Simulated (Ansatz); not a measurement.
Run report: NaF, single-point calculation

NaF (2 atoms in the cell), computed with DFT PBE, scalar-relativistic, plane waves, PAW, no spin polarisation (Ansatz 0.2.0).

The structure derives from an entry of the Crystallography Open Database. It belongs to a series of runs on one base structure; here: ratio of the length along z to the lengths across it x 1.2, volume and fractional coordinates fixed.

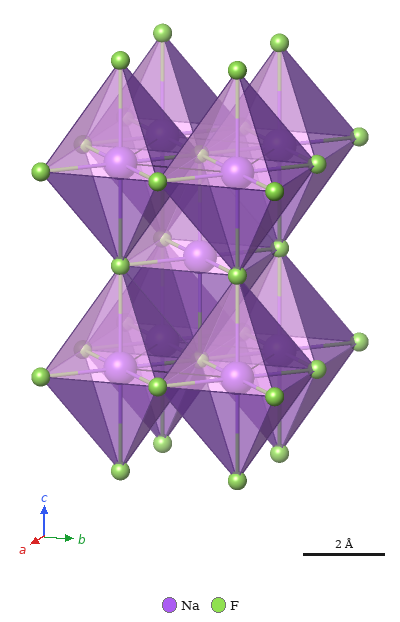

The input geometry (polyhedral view of the cell 2 times as large as that of the calculation, set on its symmetry axes, seen slightly off an axis; polyhedra are completed across the faces of the cell). An atom can appear more than once, as a periodic image.

Key numbers

```json
{"quantity": "outcome", "value": "converged"}
{"quantity": "space group (tolerance 0.01 Å)", "value": "I4/mmm (139)"}
{"quantity": "electrons treated", "value": "16"}
{"quantity": "free energy", "value": "−2297.3028 eV"}
{"quantity": "Fermi energy", "value": "4.063 eV"}
{"quantity": "gap on the k-point mesh", "value": "6.21 eV"}
{"quantity": "pressure", "value": "5.34 GPa"}
{"quantity": "largest force (length of the vector)", "value": "under 0.001 eV/Å"}
{"quantity": "hardware", "value": "1 thread of Arm Neoverse V1, 24 GiB of memory available, shared host"}
{"quantity": "wall time", "value": "2.5 s"}
{"quantity": "peak memory", "value": "0.29 GiB"}
```

Input
```yaml
crystal:
  lattice:
    - [0.0, 2.1863090059, 2.6235708071]
    - [2.1863090059, 0.0, 2.6235708071]
    - [2.1863090059, 2.1863090059, 0.0]
  atoms:
    - { symbol: Na, position: [0.0, 0.0, 0.0] }
    - { symbol: F, position: [0.5, 0.5, 0.5] }
basis:
  ecutwfc: 420
kpoints:
  mp_grid: { grid: [10, 10, 10] }
hamiltonian:
  xc: pbe
scf:
  occupations: { method: gaussian, width: 0.05 }
output:
  forces: true
  stress: true
  eigenvalues: true
  write_density: true
  write_potential: true
  elf: true
  volumetric_format: npy
```

Launched with:
```bash
ansatz run input.yaml --threads 1 --pin off --max-ram 2560MiB --backend cpu --events-out ev --progress --plain --runs-dir out
```

The program's output
```
Engine: ansatz 0.2.0, aarch64-unknown-linux-gnu
Pseudopotentials: kind: paw
Pseudopotential: Na, paw, valence charge 9, recommended cutoff 420 eV (normal), Na.paw.azcp
Pseudopotential: F, paw, valence charge 7, recommended cutoff 420 eV (normal), F.paw.azcp
Functional definition: PBE
  parameter kappa = 0.804
  parameter beta = 0.06672455060314922
  exchange = pbe_x(kappa = kappa, mu = beta*pi^2/3)
  correlation = pbe_c(beta = beta)
Crystal: 2 atoms, lattice volume = 25.081 Å³
Basis set: ecut = 420 eV, 501 PW (Γ), exchange–correlation on 48×48×48 points (8 copies of the dense FFT grid, shifted against one another)
Bands: 12, of which v1, the nominal top of the filled ones, is band 8 counted from 1 (7 counted from 0)
Symmetry: 16 space group operations
Space group: I4/mmm (ITA 139), of the structure as read, at distance tolerance 2.9e-5 Å
k-points: 102 of 1000
Non-local potential: Na, projectors of the file, l = 0: 3, l = 1: 2, l = 2: 1
Non-local potential: F, projectors of the file, l = 0: 2, l = 1: 2, l = 2: 1
PAW form: soft (Blöchl's): semilocal exchange-correlation on the pseudo side does not see the compensation charge
PAW one-centre angular grid: Na, 110 points (default); XC on 64 Gauss nodes
PAW one-centre angular grid: F, 110 points (default); XC on 64 Gauss nodes
Initial density: superposition of atomic densities (neutral atoms: chi_scale 0, normalization atom), corrected by the library's trained network
Initial wavefunctions: pseudopotential atomic-orbital guess
Functional: x = pbe(κ = 0.804, μ = 0.2195149727645171), c = pbe(β = 0.06672455060314922)
SCF iter   1: F=—  HF=-2297.303154 eV  |F-HF|=—  |Δ(HF+E_count)|=         —  Δρ=9.39e-4  dr2=8.95e-5  ethr=1.77e-3  ⟨swp⟩=5.2  Hψ=6817  notcnv=0
preconditioner: auto → none  [insulator: Δε(μ)=6.208 eV  Ē_g=26.367 eV  σ=0.050 eV  W_gap=1.00  n_scr=10 (ndim 8)  ℏωp=27.7 eV  f_vac=0.156  D(μ)=0.00/eV (n_scr^D=0)  ε∞_Penn≈2.1]
SCF iter   2: F=—  HF=-2297.302759 eV  |F-HF|=—  |Δ(HF+E_count)|=   3.95e-4  Δρ=8.64e-4  dr2=1.01e-4  ethr=5.60e-7  ⟨swp⟩=2.4  Hψ=2931  notcnv=0
SCF iter   3: F=—  HF=-2297.302746 eV  |F-HF|=—  |Δ(HF+E_count)|=   1.25e-5  Δρ=2.50e-4  dr2=5.24e-6  ethr=5.60e-7  ⟨swp⟩=2.0  Hψ=1491  notcnv=0
SCF iter   4: F=—  HF=-2297.302763 eV  |F-HF|=—  |Δ(HF+E_count)|=   1.63e-5  Δρ=6.21e-5  dr2=2.94e-7  ethr=3.28e-8  ⟨swp⟩=2.7  Hψ=1955  notcnv=0
SCF iter   5: F=—  HF=-2297.302764 eV  |F-HF|=—  |Δ(HF+E_count)|=   1.79e-6  Δρ=4.05e-5  dr2=2.59e-7  ethr=1.84e-9  ⟨swp⟩=2.0  Hψ=1941  notcnv=0
SCF iter   6: F=-2297.302764 eV  HF=-2297.302764 eV  |F-HF|=2.04e-8  |Δ(HF+E_count)|=   7.49e-8  Δρ=1.20e-5  dr2=2.31e-8  ethr=6.25e-10  ⟨swp⟩=5.7  Hψ=6451  notcnv=0
SCF 1 converged in 6 iterations: F = -2297.302764 eV  dr2 = 2.31e-8
  greatest PAW one-centre occupation: 0.999 electrons in one spin orbital (limit 2), on the Na atom at site 0 (counted from 0), in its partial waves of l = 0
```

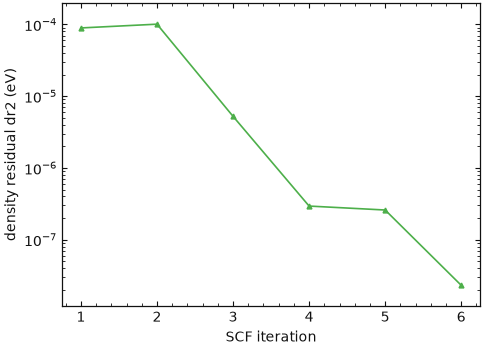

Convergence of the self-consistent field: density residual dr2 against the SCF iteration. The residual falls almost steadily, with no more than small rises.

```
SCF converged after 6 iterations
Free energy (F): -2297.302764 eV
Harris-Foulkes:  -2297.302764 eV  (|F-HF|=2.04e-8)
Internal energy: -2297.302764 eV  (E = F + TS)
E sigma→0 (E₀):  -2297.302764 eV
Fermi energy:    4.063296 eV
--- Per-component energies (eV) ---
  E_band       = -233.957553
  E_kinetic    = 329.809948
  E_local      = -1724.374580  (includes V_loc(G=0)·N_el)
  E_nonlocal   = 188.914737
  E_hartree    = 615.870438
  E_xc         = -120.321803
  E_vxc        = -154.357502  (∫ρ·V_xc dr)
  E_paw        = -463.706276  (= ΣΔE_a)
  E_vpaw       = -105.687981  (= ΣTr[D̂ρ^β])
  E_aug_tail   = 0.001943  (compensation charges beyond the density's cutoff)
  E_ewald      = -1123.497171
  E_smearing   = -0.000000  (= −TS)
  E_closure    = -0.000000  (closes the sum)
  Σ components = -2297.302764   (vs F -2297.302764, Δ=0.00e0)
--- Forces (eV/Å), atoms counted from 1 ---
  atom   1  Na     0.00000000     0.00000000     0.00000000
  atom   2  F      0.00000000    -0.00000000     0.00000000
  max |Σ_I F_I| component: 4.42e-29 eV/Å
--- Stress (GPa, compression-positive) ---
        9.522501       0.000000      -0.000000
        0.000000       9.522501      -0.000000
       -0.000000      -0.000000      -3.011497
  P = ⅓ Tr σ = 5.3445 GPa (53.445 kbar)
--- Band table (eV; the first three rows and the last of 102) ---
  k-point 0: bands = ["-46.0399", "-18.2374", "-17.9573", "-17.8849", "-17.8849", "0.9016", "0.9570", "0.9570", "7.1693", "19.3065", "20.6263", "20.6263"]
  k-point 1: bands = ["-46.0385", "-18.3986", "-17.9573", "-17.8836", "-17.7124", "0.7473", "0.8844", "0.9374", "7.5203", "18.7804", "19.8258", "20.8184"]
  k-point 2: bands = ["-46.0348", "-18.6265", "-17.9637", "-17.8802", "-17.4480", "0.3000", "0.7984", "0.8864", "8.4286", "17.0183", "19.8963", "21.3542"]
  k-point 101: bands = ["-46.0300", "-18.0717", "-18.0700", "-17.9114", "-17.9114", "-0.4429", "0.7381", "0.7381", "12.5039", "14.2753", "15.5016", "22.1706"]
```

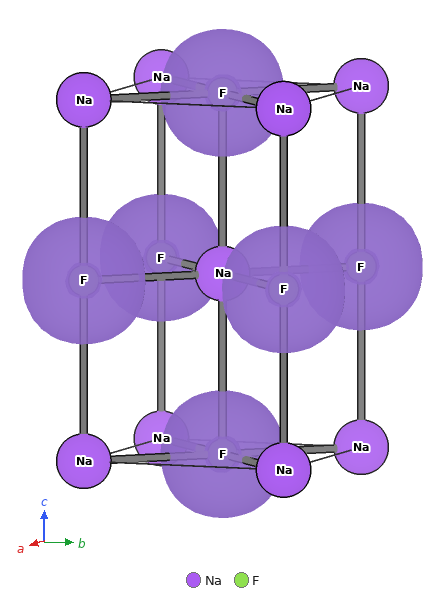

Isosurface of the ELF at 0.65 (purple), seen slightly off an axis. Only the valence region is drawn (cores and ρ < 0.01 e/Å³ removed). Sticks mark near contacts. The outline is the cell set on symmetry axes. Values along the shortest contacts: Na–F (2.19 Å): the ELF is about 0.05 at the midpoint, which marks two separate closed shells. The fields are those of the smooth PAW valence density.

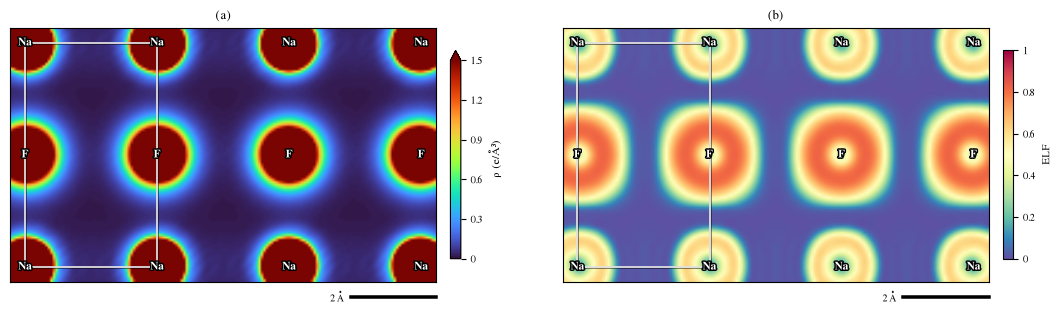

(a) valence pseudo-density; (b) ELF on the (100) plane of the conventional cell. Atoms in the plane: Na and F. Away from the nuclei the density in this plane falls to 0.01 e/Å³ at its lowest. The strong features right at Na lie inside the PAW spheres (semicore, d or f shells) and say nothing about bonding.
